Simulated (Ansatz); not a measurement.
Input of the run:

```
crystal:
  lattice:
    - [3.0806203227, 0.0, 0.0]
    - [-1.5403101613, 2.6678954589, 0.0]
    - [0.0, 0.0, 25.7594609114]
  atoms:
    - { symbol: C, position: [0.0, 0.0, 0.3299758496] }
    - { symbol: Si, position: [0.3333333333, 0.6666666667, 0.3543874238] }
    - { symbol: C, position: [0.3333333333, 0.6666666667, 0.4276221462] }
    - { symbol: Si, position: [0.6666666667, 0.3333333333, 0.4500812338] }
    - { symbol: C, position: [0.6666666667, 0.3333333333, 0.5266643796] }
    - { symbol: Si, position: [0.0, 0.0, 0.5463685728] }
    - { symbol: C, position: [0.1666666667, 0.3333333333, 0.6108109152], spin: 1.0 }
    - { symbol: H, position: [0.1666666667, 0.3333333333, 0.6535136722] }
basis:
  ecutwfc: 420
kpoints:
  mp_grid: { grid: [9, 9, 1] }
hamiltonian:
  xc: pbesol
scf:
  occupations: { method: gaussian, width: 0.05 }
output:
  forces: true
  eigenvalues: true
  populations: true
magnetization:
  spin_polarized: true
relax:
  adjacent_minimum: "off"
  f_tol: 0.03
  max_steps: 70
  constraints: [{ sites: [0, 1, 2] }]
efield:
  axis: 3
  dipole_correction: true
```

What does the potential across the slab give for the work function?

The work function is 3.57 eV at the right face and 5.91 eV at the left. The vacuum level is 2.34 eV higher at the left than at the right, so the slab carries a dipole along its normal; the ramp in the vacuum, at or near the edge of the plot, is the dipole correction that keeps each side flat. Some atoms were held fixed in the relaxation, which can itself make the faces differ. The outermost atoms are 8.6 Å apart, which leaves 17.2 Å of vacuum in a cell 25.8 Å high.

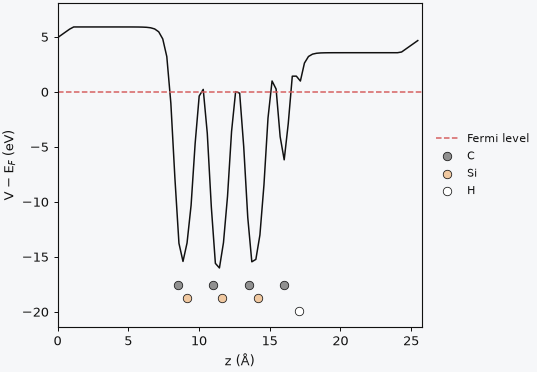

Plane-averaged electrostatic potential energy of an electron across the slab; circles at the bottom mark the heights of the atoms (positions after relaxation).

Figure made from data computed with Ansatz.
